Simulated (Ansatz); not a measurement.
**Debugging a many-body input for SiC (Moissanite)**

What is wrong with this input for SiC (Moissanite)?

Program: Ansatz 0.2.0. Level of theory: G0W0 on PBE, plane waves, PAW. Results are calculated unless marked as measured.

### Step 1. The starting structure

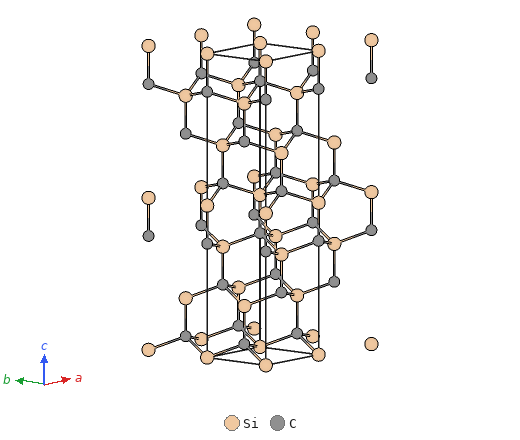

The starting structure, seen from a free direction (silicon light orange, carbon grey). 2×2×1 cells are drawn. Bonds to atoms that aren't drawn are left out. Some periodic images of atoms are drawn too.

The cell and positions come from the Crystallography Open Database and are kept as given unless a step says otherwise. The default PAW set here is soft_2. Its files were made with PBE.

### Step 2. First try

Contents of input.yaml:

```yaml
crystal:
  lattice:
    - [3.081, 0.0, 0.0]
    - [-1.5405, 2.6682242691, 0.0]
    - [0.0, 0.0, 15.1248]
  atoms:
    - { symbol: Si, position: [0.0, 0.0, 0.0] }
    - { symbol: Si, position: [0.0, 0.0, 0.5] }
    - { symbol: Si, position: [0.3333333333, 0.6666666667, 0.1664] }
    - { symbol: Si, position: [0.6666666667, 0.3333333333, 0.6664] }
    - { symbol: Si, position: [0.6666666667, 0.3333333333, 0.3329] }
    - { symbol: Si, position: [0.3333333333, 0.6666666667, 0.8329] }
    - { symbol: C, position: [0.3333333333, 0.6666666667, 0.0412] }
    - { symbol: C, position: [0.6666666667, 0.3333333333, 0.5412] }
    - { symbol: C, position: [0.6666666667, 0.3333333333, 0.208] }
    - { symbol: C, position: [0.3333333333, 0.6666666667, 0.708] }
    - { symbol: C, position: [0.0, 0.0, 0.3746] }
    - { symbol: C, position: [0.0, 0.0, 0.8746] }
kpoints:
  mp_grid: { grid: [1, 1, 1] }
hamiltonian:
  xc: pbe
scf:
  occupations: { method: fixed }
gw:
  n_empty_bands: 202
  ecut_chi: 80
  qp_bands: [v4, c4]
  qp_kpoints: band_edges
  screening: { model: contour_deformation }
```

On the command line:

```bash
ansatz run input.yaml --threads 3 --pin off --max-ram 92160MiB --backend cuda --events-out ev --progress --plain --runs-dir out --devices 1 --max-vram 13GiB
```

Numbers of over 12 decimals in the logs are rounded to 6 here.

Log:

```text
GPUs: using 1 of 1 available (devices: 1).
Engine: ansatz 0.2.0, x86_64-unknown-linux-gnu
Pseudopotentials: kind: paw
Pseudopotential: Si, paw, valence charge 4, recommended cutoff 420 eV (normal), Si.paw.azcp
Pseudopotential: C, paw, valence charge 4, recommended cutoff 420 eV (normal), C.paw.azcp
Functional definition: PBE
  parameter kappa = 0.804
  parameter beta = 0.066725
  exchange = pbe_x(kappa = kappa, mu = beta*pi^2/3)
  correlation = pbe_c(beta = beta)
device memory: the entry about to start is reckoned to put 0.8 GiB on a device that reports 48.7 GiB free (of which the cap on the GPU budget leaves the run 13.0 GiB)
GPU FFT provider: cuFFT
GPU libraries: cuBLAS 13.8.2, cuFFT 12.4.0, cuSOLVER 12.3.4
Crystal: 12 atoms, lattice volume = 124.338 Å³
Basis set: ecut = 420 eV, 2415 PW (Γ)
Bands: 36, of which v1, the nominal top of the filled ones, is band 24 counted from 1 (23 counted from 0)
Symmetry: 12 space group operations
Space group: P63mc (ITA 186), of the structure as read, at distance tolerance 5.0e-5 Å
k-points: 1
Non-local potential: Si, projectors of the file, l = 0: 2, l = 1: 2, l = 2: 2
Non-local potential: C, projectors of the file, l = 0: 2, l = 1: 2, l = 2: 1
PAW form: soft (Blöchl's): semilocal exchange-correlation on the pseudo side does not see the compensation charge
PAW one-centre angular grid: Si, 110 points (default); XC on 64 Gauss nodes
PAW one-centre angular grid: C, 110 points (default); XC on 64 Gauss nodes
Initial density: superposition of atomic densities (neutral atoms: chi_scale 0, normalization atom), corrected by the library's trained network
Initial wavefunctions: pseudopotential atomic-orbital guess
GPU buffer pool allocated for 62208 grid points (all kernels)
GPU transforms: local potential and band sums: pruned to the plane-wave sphere, on 24×24×108
Functional: x = pbe(κ = 0.804, μ = 0.219515), c = pbe(β = 0.066725)
SCF iter   1: F=—  HF=-5272.001501 eV  |F-HF|=—  |Δ(HF+E_count)|=         —  Δρ=1.03e-1  dr2=1.15e1  ethr=1.77e-3  ⟨swp⟩=5.0  Hψ=152  notcnv=0  defer=10
preconditioner: auto → none  [insulator: Δε(μ)=5.146 eV  Ē_g=11.395 eV  n_scr=10 (ndim 8)  ℏωp=23.1 eV  f_vac=0.000  ε∞_Penn≈5.1]
SCF iter   2: F=—  HF=-5268.965464 eV  |F-HF|=—  |Δ(HF+E_count)|=    3.04e0  Δρ=3.89e-2  dr2=9.38e-1  ethr=1.77e-3  ⟨swp⟩=4.0  Hψ=89  notcnv=0  defer=10
SCF iter   3: F=—  HF=-5268.926361 eV  |F-HF|=—  |Δ(HF+E_count)|=   3.91e-2  Δρ=1.80e-2  dr2=1.77e-1  ethr=1.77e-3  ⟨swp⟩=2.0  Hψ=42  notcnv=0  defer=10
SCF iter   4: F=—  HF=-5268.994839 eV  |F-HF|=—  |Δ(HF+E_count)|=   6.85e-2  Δρ=6.48e-3  dr2=1.12e-1  ethr=3.69e-4  ⟨swp⟩=3.0  Hψ=47  notcnv=0  defer=10
SCF iter   5: F=—  HF=-5268.979917 eV  |F-HF|=—  |Δ(HF+E_count)|=   1.49e-2  Δρ=1.27e-3  dr2=1.93e-3  ethr=2.33e-4  ⟨swp⟩=3.0  Hψ=48  notcnv=0  defer=10
SCF iter   6: F=—  HF=-5268.980849 eV  |F-HF|=—  |Δ(HF+E_count)|=   9.32e-4  Δρ=3.62e-4  dr2=1.75e-4  ethr=4.02e-6  ⟨swp⟩=2.0  Hψ=66  notcnv=0  defer=10
SCF iter   7: F=—  HF=-5268.980865 eV  |F-HF|=—  |Δ(HF+E_count)|=   1.67e-5  Δρ=1.31e-4  dr2=2.49e-5  ethr=3.64e-7  ⟨swp⟩=2.0  Hψ=49  notcnv=0  defer=10
SCF iter   8: F=—  HF=-5268.980867 eV  |F-HF|=—  |Δ(HF+E_count)|=   1.77e-6  Δρ=6.16e-5  dr2=7.44e-6  ethr=5.19e-8  ⟨swp⟩=2.0  Hψ=45  notcnv=0  defer=8
SCF iter   9: F=—  HF=-5268.980867 eV  |F-HF|=—  |Δ(HF+E_count)|=   2.06e-7  Δρ=2.64e-5  dr2=3.29e-7  ethr=1.55e-8  ⟨swp⟩=2.0  Hψ=44  notcnv=0  defer=8
SCF iter  10: F=-5268.980867 eV  HF=-5268.980867 eV  |F-HF|=1.95e-8  |Δ(HF+E_count)|=   5.47e-7  Δρ=5.16e-6  dr2=1.17e-8  ethr=2.08e-10  ⟨swp⟩=16.0  Hψ=196  notcnv=0
SCF 1 converged in 10 iterations: F = -5268.980867 eV  dr2 = 1.17e-8
[...]
device memory: the entry about to start is reckoned to put 1.1 GiB on a device that reports 48.5 GiB free (of which the cap on the GPU budget leaves the run 13.0 GiB)
NSCF: frozen V_eff on 1 k-points
[...]
device memory: the entry about to start is reckoned to put 1.4 GiB on a device that reports 50.5 GiB free (of which the cap on the GPU budget leaves the run 13.0 GiB)
NSCF: frozen V_eff on 1 k-points
G₀W₀ screening: q 1/1
G₀W₀ self-energy: k 1/1
device memory: the entry about to start is reckoned to put 0.6 GiB on a device that reports 49.3 GiB free (of which the cap on the GPU budget leaves the run 13.0 GiB)
NSCF: frozen V_eff on 1 k-points
device memory: the entry about to start is reckoned to put 0.6 GiB on a device that reports 49.1 GiB free (of which the cap on the GPU budget leaves the run 13.0 GiB)
NSCF: frozen V_eff on 1 k-points
device memory: the entry about to start is reckoned to put 0.6 GiB on a device that reports 49.1 GiB free (of which the cap on the GPU budget leaves the run 13.0 GiB)
NSCF: frozen V_eff on 1 k-points
device memory: the entry about to start is reckoned to put 0.6 GiB on a device that reports 49.0 GiB free (of which the cap on the GPU budget leaves the run 13.0 GiB)
NSCF: frozen V_eff on 1 k-points
device memory: the entry about to start is reckoned to put 0.6 GiB on a device that reports 48.8 GiB free (of which the cap on the GPU budget leaves the run 13.0 GiB)
NSCF: frozen V_eff on 1 k-points
device memory: the entry about to start is reckoned to put 0.6 GiB on a device that reports 48.8 GiB free (of which the cap on the GPU budget leaves the run 13.0 GiB)
NSCF: frozen V_eff on 1 k-points
SCF converged after 10 iterations
Free energy (F): -5268.980867 eV
Harris-Foulkes:  -5268.980867 eV  (|F-HF|=1.95e-8)
Internal energy: -5268.980867 eV  (E = F + TS)
E sigma→0 (E₀):  -5268.980867 eV
Fermi energy:    10.719517 eV
--- Per-component energies (eV) ---
  E_band       = 265.429459
  E_kinetic    = 930.997315
  E_local      = -695.668439  (includes V_loc(G=0)·N_el)
  E_nonlocal   = 279.274234
  E_hartree    = 237.687133
  E_xc         = -635.347203
  E_vxc        = -659.652282  (∫ρ·V_xc dr)
  E_paw        = -3678.907115  (= ΣΔE_a)
  E_vpaw       = -64.895748  (= ΣTr[D̂ρ^β])
  E_aug_tail   = 0.000092  (compensation charges beyond the density's cutoff)
  E_ewald      = -1707.016885
  E_smearing   = -0.000000  (= −TS)
  E_closure    = 0.000000  (closes the sum)
  Σ components = -5268.980867   (vs F -5268.980867, Δ=0.00e0)
--- Band table (eV) ---
  k-point 0: bands = [... 20 lower, 10.3763, 10.5310, 10.7195, 10.7195, 15.2213, 15.3820, 15.7756, 16.2680, ... 8 higher]
--- G₀W₀: contour deformation, 5 samples at zero and on the imaginary axis and 1 off it, 1 q-point, 202 empty bands' worth ---
  eigenvalues of the whole cell's RPA ε∞ on this k-mesh (on a slab, of 1 + 4πα/V) = 7.4005, 21.8720, 21.8720; static W/v taken at q = 0 is 0.273387
  gw.qp_kpoints: band_edges: 1 of 1 stored k-point solved, in 1 pass; an edge of the gap read off the rows below is read off those points alone
    ik  band        ε_KS         Σx   Σc(E_QP)       V_xc       Z   E_QP_lin       E_QP  E_QP is
     0    21     10.3763   -20.2927     4.1781   -15.8667  0.8186    10.1282    10.1284  root
     0    22     10.5310   -13.8514    -0.7950   -15.3709  0.9122    11.2610    11.2554  root
     0    23     10.7195   -19.9754     3.8050   -15.9482  0.8311    10.4973    10.4973  root
     0    24     10.7195   -19.9754     3.8050   -15.9482  0.8311    10.4973    10.4973  root
     0    25     15.2213    -6.8768    -6.1253   -13.8408  0.8444    16.0604    16.0599  root
     0    26     15.3820    -6.8807    -6.0711   -13.7605  0.8439    16.1913    16.1907  root
     0    27     15.7756    -6.8493    -6.1654   -13.8067  0.8394    16.5687    16.5676  root
     0    28     16.2680    -6.7549    -6.1425   -13.6353  0.8346    17.0076    17.0059  root
```

Wall time 8.8 s (1 × NVIDIA H100 80GB HBM3 (shared by 6 runs) with 3 threads of AMD EPYC 7R13 (Zen 3), shared host); peak memory 1 GiB; 6.1 s of CPU time.

Q: What is the fault?

The run ended normally, though the input holds a fault or crude settings.

The fault: G0W0 on a mesh far too coarse. So few points can't sample the density or the screening, and the band edges may lie elsewhere in the zone.

It printed a gap of 4.80 eV, which is an artefact of the settings.

### Step 3. A better input

G0W0 replaces the xc potential by the self-energy, built once from these orbitals. Only a window of levels is corrected, while the sums run over the empty bands that the input names.

input.yaml: that of step 2 with these lines changed.

```diff
@@ -19,3 +19,3 @@
 kpoints:
-  mp_grid: { grid: [1, 1, 1] }
+  mp_grid: { grid: [6, 6, 2] }
 hamiltonian:
@@ -25,4 +25,4 @@
 gw:
-  n_empty_bands: 202
-  ecut_chi: 80
+  n_empty_bands: 265
+  ecut_chi: 96
   qp_bands: [v4, c4]
```

Log:

```text
GPUs: using 1 of 1 available (devices: 1).
[...]
GPU FFT provider: cuFFT
GPU libraries: cuBLAS 13.8.2, cuFFT 12.4.0, cuSOLVER 12.3.4
Crystal: 12 atoms, lattice volume = 124.338 Å³
Basis set: ecut = 420 eV, 2415 PW (Γ)
Bands: 36, of which v1, the nominal top of the filled ones, is band 24 counted from 1 (23 counted from 0)
[... 1 set-up line as in the run before ...]
[...]
k-points: 14 of 72
[...]
GPU buffer pool allocated for 62208 grid points (all kernels)
[...]
SCF iter   1: F=—  HF=-5322.920596 eV  |F-HF|=—  |Δ(HF+E_count)|=         —  Δρ=2.37e-3  dr2=6.93e-3  ethr=1.77e-3  ⟨swp⟩=4.9  Hψ=2072  notcnv=0  defer=136
[...]
SCF iter   7: F=-5322.920997 eV  HF=-5322.920997 eV  |F-HF|=2.21e-8  |Δ(HF+E_count)|=   2.56e-7  Δρ=3.64e-6  dr2=3.88e-8  ethr=2.08e-10  ⟨swp⟩=11.9  Hψ=2450  notcnv=0
SCF 1 converged in 7 iterations: F = -5322.920997 eV  dr2 = 3.88e-8
[...]
0    21      9.2257   -18.3835     2.3434   -15.6855  0.7904     8.8702     8.8711  root
     0    22      9.4776   -18.2300     2.1937   -15.7206  0.7921     9.1612     9.1619  root
     0    23      9.5128   -18.3347     2.2650   -15.7474  0.7916     9.1898     9.1905  root
     0    24      9.5128   -18.3347     2.2650   -15.7474  0.7916     9.1898     9.1905  root
     0    25     14.6746    -9.1256    -4.6610   -14.4799  0.8034    15.3719    15.3680  root
     0    26     14.8456    -9.0261    -4.7096   -14.4308  0.8022    15.5448    15.5408  root
     0    27     15.2466    -9.0106    -4.7830   -14.4943  0.8000    15.9518    15.9474  root
     0    28     15.7559    -8.8661    -4.9333   -14.5141  0.7948    16.4755    16.4706  root
[...]
13    25     13.1856    -7.0479    -4.1972   -11.7035  0.8132    13.6455    13.6441  root
    13    26     13.1856    -7.0479    -4.1972   -11.7035  0.8132    13.6455    13.6441  root
    13    27     13.8244    -7.3527    -4.3783   -12.2663  0.8083    14.3620    14.3597  root
    13    28     13.8244    -7.3527    -4.3783   -12.2663  0.8083    14.3620    14.3597  root
[key lines of the parts left out:]
SCF converged after 7 iterations
Free energy (F): -5322.920997 eV
Fermi energy:    9.512835 eV
```

The job ended after 29 s (1 × NVIDIA H100 80GB HBM3 (shared by 6 runs) with 3 threads; peak memory 1.4 GiB; 35 s of CPU time).

This step gave:

```
bands summed                                 : 289
RPA ε∞ on this mesh (eigenvalues)            : 6.876, 7.043, 7.043
plane waves in the screening matrix          : 295
q-points in the mesh                         : 72
G0W0 gap on the mesh                         : 2.712 eV
k of the valence top                         : 0, 0, 0
k of the conduction bottom                   : 0, -0.5, 0
starting gap on the mesh                     : 2.013 eV
Z at the valence top                         : 0.7916
Z at the conduction bottom                   : 0.8157
least direct G0W0 gap on the computed points : 3.927 eV
```

The gap on the mesh goes from 2.01 eV to 2.71 eV, a correction of +0.70 eV. Between the two edge states, bare exchange in place of the xc potential would open the gap by 6.80 eV, and correlation takes back 6.10 eV.

### Step 4. Results

| Property | Result |
| --- | --- |
| first try | converged after 8.8 s |
| better run | G0W0 gap on the mesh 2.71 eV (6×6×2 mesh, 265 empty bands, screening to 96 eV) |

The second run differs in: mesh, empty bands and screening cutoff (eV). Bands and cutoff are finite, so the gap is not at the basis limit. The miss can reach some tenths of an eV and take either sign; the mesh is an error of its own.

[Paths, hosts, dates, memory and timing lines, banners, echoed tables and standing remarks are left out of the program output.]

[Logs are printed without paths, hosts, clocks, repeated set-up lines and the standing remarks that a program may print on its own settings, such as how far it seeks lower states.]

[Runs of the session that timed out or met a known fault of the program may be left out.]

[Cells called generated may have been cut or substituted from an entry of the Crystallography Open Database or the Materials Project.]

[Hosts, paths, dates, database ids (printed as entryN), source tags and the programs' standing remarks are cut or masked in the printed files.]
